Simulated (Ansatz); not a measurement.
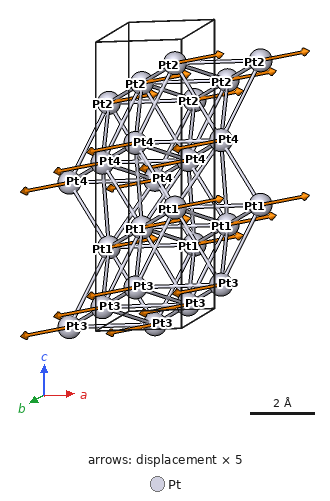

A relaxation of solid Pt (set up in P6_3/mmc). The starting structure is drawn; orange arrows show the displacements (the part carried along by the change of the cell is left out), 5 times their true length.

A ball-and-stick model of the cell of the calculation, repeated 2 × 3 × 1 with one cell outlined, seen from a free direction.

Computed with DFT PBEsol, scalar-relativistic, plane waves, PAW in Ansatz 0.2.0. Settings: plane-wave cutoff 420 eV; k-point mesh 12 × 12 × 4; occupations gaussian; smearing width 0.15 eV; no spin polarisation.

What happened in the run?

The largest moves relative to the cell, 0.39 Å, are those of Pt1, Pt2, Pt3 and Pt4. Pt1 goes along [1 −1 0]. The volume changes by +0.4 %, with a = b unchanged at 2.725 Å, c 9.414 → 9.512 Å (+1.0 %), α 90.0° → 90.3°, β 90.0° → 89.7°, γ 120.0° → 120.6°. Near-neighbour distances that change, for instance: Pt1–Pt3 2.831 → 3.365 Å, Pt1–Pt4 2.831 → 3.346 Å, Pt1–Pt3 (another image) 2.831 → 2.734 Å, Pt1–Pt1 2.725 → 2.700 Å. Within 0.06 Å the space group is P6_3/mmc at the start and I4/mmm at the end; at a tighter tolerance small leftover displacements or strains of the cell lower it.
